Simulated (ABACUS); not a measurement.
**Single-point calculation at one volume of an equation of state, with input and output: GaSb (part 2 of 2)**

GaSb (2 atoms in the cell); Kohn-Sham DFT of a periodic cell, PBE, PseudoDojo NC SR 0.4.1 PBE standard, no spin polarisation (ABACUS 3.10.1); cutoff 1360.57 eV, 8×8×8 k-mesh, fermi-dirac of 0.05 eV. The structure derives from an entry of the Crystallography Open Database. It belongs to a series of runs on one base structure; here: volume scaled by 1.02.

Geometry of the input (Å; fractional positions):
```
0.0000  3.0793  3.0793
3.0793  0.0000  3.0793
3.0793  3.0793  0.0000
Sb 0.7500  0.7500  0.7500
Ga 0.0000  0.0000  0.0000
```

### The program's output, continued
```
 SETUP SEARCHING RADIUS FOR PROGRAM TO SEARCH ADJACENT ATOMS
                  longest orb rcut (Bohr) = 8
   longest nonlocal projector rcut (Bohr) = 2.14
                     search radius (Bohr) = 20.3
              searching radius is (Bohr)) = 20.3
         searching radius unit is (Bohr)) = 1.89
                         PeriodicBoundary = 1
                        Radius(unit:lat0) = 10.7
                                   glayer = [ 5, 5, 5 ]
                             glayer_minus = [ 4, 4, 4 ]

Find the coordinate range of the input atom(unit:lat0).
                                  min_tau = [ -24.6, -24.6, -24.6 ]
                                  max_tau = [ 29.3, 29.3, 29.3 ]
                                BoxNumber = [ 9, 9, 9 ]

 SETUP EXTENDED REAL SPACE GRID FOR GRID INTEGRATION
                          real space grid = [ 54, 54, 54 ]
                 big cell numbers in grid = [ 27, 27, 27 ]
             meshcell numbers in big cell = [ 2, 2, 2 ]
                        extended fft grid = [ 33, 33, 33 ]
                dimension of extened grid = [ 94, 94, 94 ]
                            UnitCellTotal = 125
              Atom number in sub-FFT-grid = 2
    Local orbitals number in sub-FFT-grid = 68
                                ParaV.nnr = 84966
                                 init_chg = atomic

 LCAO ALGORITHM --------------- ION=   1  ELEC=   1--------------------------------

 Density error is 0.0321168506535
----------------------------------------------------------
     Energy           Rydberg                 eV
----------------------------------------------------------
 E_KohnSham     -334.8710262978      -4556.1540527581
 E_Harris       -334.9413849264      -4557.1113310108
 E_Fermi        0.5794958132         7.8844450269
----------------------------------------------------------

 LCAO ALGORITHM --------------- ION=   1  ELEC=   2--------------------------------

 Density error is 0.0115968781942
----------------------------------------------------------
     Energy           Rydberg                 eV
----------------------------------------------------------
 E_KohnSham     -334.8725077488      -4556.1742089325
 E_Harris       -334.6029576719      -4552.5067919902
 E_Fermi        0.5895790073         8.0216339198
----------------------------------------------------------

 LCAO ALGORITHM --------------- ION=   1  ELEC=   3--------------------------------

 Density error is 0.00285278280768
----------------------------------------------------------
     Energy           Rydberg                 eV
----------------------------------------------------------
 E_KohnSham     -334.8727111237      -4556.1769759903
 E_Harris       -334.8335220164      -4555.6437808314
 E_Fermi        0.5939571369         8.0812014303
----------------------------------------------------------

 LCAO ALGORITHM --------------- ION=   1  ELEC=   4--------------------------------

 Density error is 0.000605728250969
----------------------------------------------------------
     Energy           Rydberg                 eV
----------------------------------------------------------
 E_KohnSham     -334.8727470821      -4556.1774652295
 E_Harris       -334.8565796356      -4555.9574958349
 E_Fermi        0.5957331687         8.1053655822
----------------------------------------------------------

 LCAO ALGORITHM --------------- ION=   1  ELEC=   5--------------------------------

 Density error is 0.000191262647955
----------------------------------------------------------
     Energy           Rydberg                 eV
----------------------------------------------------------
 E_KohnSham     -334.8727500144      -4556.1775051251
 E_Harris       -334.8690230784      -4556.1267975600
 E_Fermi        0.5959277146         8.1080125140
----------------------------------------------------------

 LCAO ALGORITHM --------------- ION=   1  ELEC=   6--------------------------------

 Density error is 2.30333247218e-05
----------------------------------------------------------
     Energy           Rydberg                 eV
----------------------------------------------------------
 E_KohnSham     -334.8727502546      -4556.1775083942
 E_Harris       -334.8718374890      -4556.1650895809
 E_Fermi        0.5960516934         8.1096993322
----------------------------------------------------------

 LCAO ALGORITHM --------------- ION=   1  ELEC=   7--------------------------------

 Density error is 1.52191239581e-06
----------------------------------------------------------
     Energy           Rydberg                 eV
----------------------------------------------------------
 E_KohnSham     -334.8727502585      -4556.1775084466
 E_Harris       -334.8727003176      -4556.1768289663
 E_Fermi        0.5960742804         8.1100066452
----------------------------------------------------------

 LCAO ALGORITHM --------------- ION=   1  ELEC=   8--------------------------------

 Density error is 3.28719825846e-07
----------------------------------------------------------
     Energy           Rydberg                 eV
----------------------------------------------------------
 E_KohnSham     -334.8727502586      -4556.1775084473
 E_Harris       -334.8727492189      -4556.1774943019
 E_Fermi        0.5960754631         8.1100227356
----------------------------------------------------------

 LCAO ALGORITHM --------------- ION=   1  ELEC=   9--------------------------------

 Density error is 5.63795870494e-08
----------------------------------------------------------
     Energy           Rydberg                 eV
----------------------------------------------------------
 E_KohnSham     -334.8727502585      -4556.1775084469
 E_KS(sigma->0) -334.8727314461      -4556.1772524909
 E_Harris       -334.8727505805      -4556.1775128282
 E_band         -18.4527822904       -251.0629831025
 E_one_elec     -167.1356255253      -2273.9968459381
 E_Hartree      101.7017046025       1383.7226789072
 E_xc           -87.3450697738       -1188.3906411314
 E_Ewald        -182.0937219371      -2477.5121883726
 E_entropy(-TS) -0.0000376248        -0.0005119121
 E_descf        0.0000000000         0.0000000000
 E_exx          0.0000000000         0.0000000000
 E_Fermi        0.5960755227         8.1100235467
----------------------------------------------------------

 charge density convergence is achieved
 final etot is -4556.1775084 eV
 EFERMI = 8.1100235467 eV

 STATE ENERGY(eV) AND OCCUPATIONS    NSPIN == 1
 1/29 kpoint (Cartesian) = 0.0000 0.0000 0.0000 (1644 pws)
       1       -20.7288     0.00390625
       2       -20.7288     0.00390625
       3       -20.7288     0.00390625
       4       -20.7097     0.00390625
       5       -20.7097     0.00390625
       6       -6.95659     0.00390625
       7       -6.95659     0.00390625
       8       -6.95659     0.00390625
       9       -6.90963     0.00390625
      10       -6.90963     0.00390625
      11       -3.25265     0.00390625
      12        8.01038     0.00343772
      13        8.06159     0.00283154
      14        8.06159     0.00283154
      15        8.06159     0.00283154
      16        10.8718    4.01206e-27
      17        10.8718    4.01206e-27
      18        10.8718    4.01206e-27

 2/29 kpoint (Cartesian) = 0.020297 0.020297 0.020297 (1649 pws)
       1       -20.7287      0.0312500
       2       -20.7284      0.0312500
       3       -20.7284      0.0312500
       4       -20.7096      0.0312500
       5       -20.7096      0.0312500
       6       -6.96033      0.0312500
       7       -6.95484      0.0312500
       8       -6.95484      0.0312500
       9       -6.90983      0.0312500
      10       -6.90983      0.0312500
      11       -3.12287      0.0312500
      12        6.04124      0.0312500
      13        7.81895      0.0311577
      14        7.81895      0.0311577
      15        9.05372    1.98598e-10
      16        11.2111    3.62743e-29
      17        11.2111    3.62743e-29
      18        11.5034    1.04715e-31

 3/29 kpoint (Cartesian) = 0.040594 0.040594 0.040594 (1645 pws)
       1       -20.7285      0.0312500
       2       -20.7275      0.0312500
       3       -20.7275      0.0312500
       4       -20.7093      0.0312500
       5       -20.7093      0.0312500
       6       -6.96934      0.0312500
       7       -6.95086      0.0312500
       8       -6.95086      0.0312500
       9       -6.91005      0.0312500
      10       -6.91005      0.0312500
      11       -2.68591      0.0312500
      12        4.06935      0.0312500
      13        7.38437      0.0312500
      14        7.38437      0.0312500
      15        8.84070    1.40700e-08
      16        11.7228    1.30335e-33
      17        11.7228    1.30335e-33
      18        13.2691    4.82231e-47

 4/29 kpoint (Cartesian) = 0.060891 0.060891 0.060891 (1648 pws)
       1       -20.7283      0.0312500
       2       -20.7266      0.0312500
       3       -20.7266      0.0312500
       4       -20.7090      0.0312500
       5       -20.7090      0.0312500
       6       -6.97819      0.0312500
       7       -6.94735      0.0312500
       8       -6.94735      0.0312500
       9       -6.90981      0.0312500
      10       -6.90981      0.0312500
      11       -2.07655      0.0312500
      12        2.48782      0.0312500
      13        7.05768      0.0312500
      14        7.05768      0.0312500
      15        8.54586    5.11831e-06
      16        11.8597    8.42323e-35
      17        11.8597    8.42323e-35
      18        14.8962    3.55188e-61

 5/29 kpoint (Cartesian) = 0.081188 0.081188 0.081188 (1653 pws)
       1       -20.7282      0.0156250
       2       -20.7263      0.0156250
       3       -20.7263      0.0156250
       4       -20.7088      0.0156250
       5       -20.7088      0.0156250
       6       -6.98179      0.0156250
       7       -6.94606      0.0156250
       8       -6.94606      0.0156250
       9       -6.90953      0.0156250
      10       -6.90953      0.0156250
      11       -1.71572      0.0156250
      12        1.79610      0.0156250
      13        6.94113      0.0156250
      14        6.94113      0.0156250
      15        8.43806    2.20758e-05
      16        11.8376    6.55142e-35
      17        11.8376    6.55142e-35
      18        14.8251    7.37292e-61

 6/29 kpoint (Cartesian) = 0.0000 0.0000 0.040594 (1648 pws)
       1       -20.7291      0.0234375
       2       -20.7280      0.0234375
       3       -20.7280      0.0234375
       4       -20.7099      0.0234375
       5       -20.7092      0.0234375
       6       -6.96346      0.0234375
       7       -6.95317      0.0234375
       8       -6.95317      0.0234375
       9       -6.91087      0.0234375
      10       -6.90911      0.0234375
      11       -3.07294      0.0234375
      12        5.96999      0.0234375
      13        7.40914      0.0234375
      14        7.40914      0.0234375
      15        9.73175    1.92190e-16
      16        10.5438    1.70114e-23
      17        11.8040    1.92658e-34
      18        11.8040    1.92658e-34

[... levels at 23 further k points ...]

 correction force for each atom along direction 1 is -0.00509107
 correction force for each atom along direction 2 is -0.00395488
 correction force for each atom along direction 3 is -0.00438096
------------------------------------------------------------------------------------------
 TOTAL-FORCE (eV/Angstrom)
------------------------------------------------------------------------------------------
                       Sb1         0.0000000000         0.0000000000         0.0000000000
                       Ga1         0.0000000000         0.0000000000         0.0000000000
------------------------------------------------------------------------------------------

----------------------------------------------------------------
 TOTAL-STRESS (KBAR)
----------------------------------------------------------------
        17.7742812930         0.0000000000         0.0000000000
         0.0000000000        17.7742812930        -0.0000000000
         0.0000000000        -0.0000000000        17.7742812930
----------------------------------------------------------------
 TOTAL-PRESSURE: 17.774281 KBAR

 --------------------------------------------
 !FINAL_ETOT_IS -4556.1775084469172725 eV
 --------------------------------------------
```

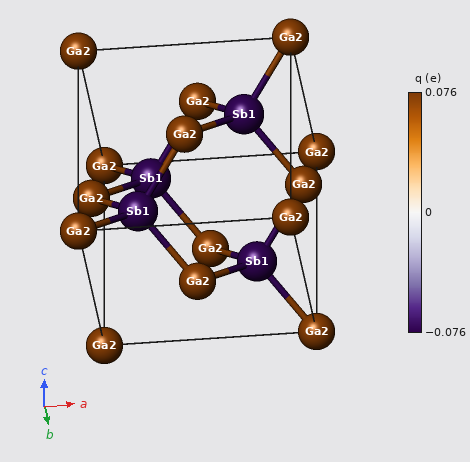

Fig. 1: Mulliken charges, as the colour of each atom (ball-and-stick view of the cell 4 times as large as that of the calculation, set on its symmetry axes, seen at an oblique angle; atoms are numbered from 1 in the order of the input). By element: Sb −0.07 and Ga +0.07 e.
